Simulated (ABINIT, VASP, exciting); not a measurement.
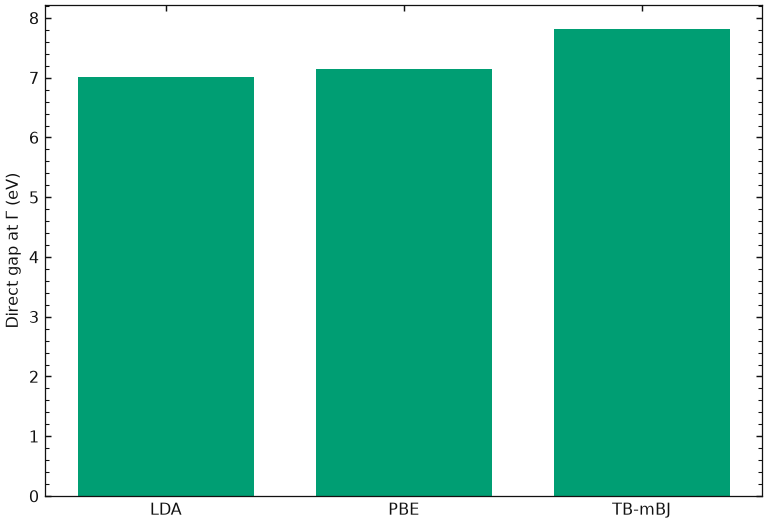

Direct gap at Γ, by several methods on one cell of PbS, space group R3m, 2 atoms in the primitive cell; a = 4.225 Å, c = 10.356 Å (hexagonal axes). All runs are without spin-orbit coupling and carry no moments. The smallest gap is indirect or lies off these points.

> How do the methods rank at Γ?

From low to high: LDA 7.02, PBE 7.14, TB-mBJ 7.82 eV.

```csv
method,program,Γ (eV)
LDA,VASP,7.02
PBE,exciting,7.14
TB-mBJ,ABINIT,7.82
```

Settings. LDA: VASP PAW LDA potentials, release 64 (Pb_d, S), 8×8×8 k mesh in the self-consistent step, 520 eV cutoff, Gaussian smearing of 0.02 eV (VASP). PBE: all-electron LAPW+lo, shipped species files, valence relativity iora*, 5×5×5 shifted k mesh, Gaussian smearing of 0.01 eV (exciting). TB-mBJ: JTH PAW LDA v2.0, 7×7×7 k mesh, 707 eV cutoff, Fermi-Dirac smearing of 0.05 eV (ABINIT 10.8.3 (patched build)).

The runs come from different programs and meshes, which adds differences of its own. The usual form of PbS is rocksalt. Spin-orbit coupling is left out, which matters for Pb. TB-mBJ: the constant c of TB-mBJ comes from the pseudo density here, which moves gaps by up to 0.3 eV between sets of potentials. TB-mBJ: the PAW data sets were made with another functional. Over all k points computed the smallest gap is 0.31 eV in LDA (mesh alone), 1.33 eV in PBE (mesh alone) and 1.10 eV in TB-mBJ, and a mesh with an odd division can miss a smaller one.
